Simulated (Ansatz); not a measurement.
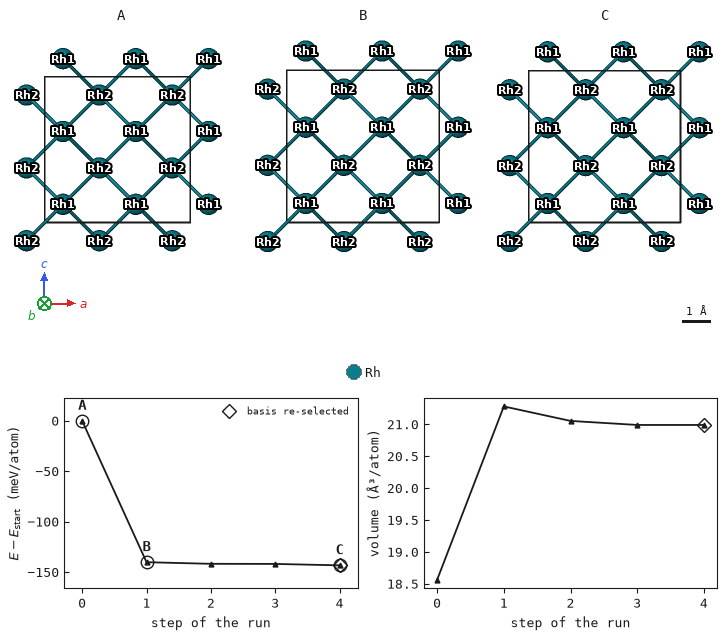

Frames of a relaxation of solid Rh (a generated structure, set up in Fd-3m), marked on the history of the run. A ball-and-stick model of the conventional cell (4 times the calculation's cell), seen along the b axis. Lengths and directions refer to the drawn axes.

Phase: diamond.

The calculation used Ansatz 0.2.0, DFT, PBE, plane waves (420 eV) with PAW, scalar-relativistic. Set-up: plane-wave cutoff 420 eV; k-point mesh 10 × 10 × 10; occupations fermi dirac; smearing width 0.1 eV; no spin polarisation; cell and atoms relaxed; force threshold 0.01 eV/Å; at most 60 steps.

What happens along the run?

No atom moves by more than 0.005 Å relative to the cell. Cell: a = b = c 5.296 → 5.517 Å (+4.2 %). Volume +13.1 %. Some distances before and after: Rh1–Rh2 2.293 → 2.389 Å. The space group stays Fd-3m (No. 227). Over 3 accepted moves (4 points after the start) the energy falls by 143 meV per atom. All forces vanish by symmetry, so only the cell relaxes. The pressure goes from 21.31 to 0.05 GPa. The SCF was repeated once at an unchanged geometry on a basis and grid sized afresh for the cell, which shifted the energy by 1.4 meV per atom at most. From step 0 to 1: volume +14.6 %, energy −140 meV per atom. From step 1 to 4: volume −1.4 %, energy −3.1 meV per atom.
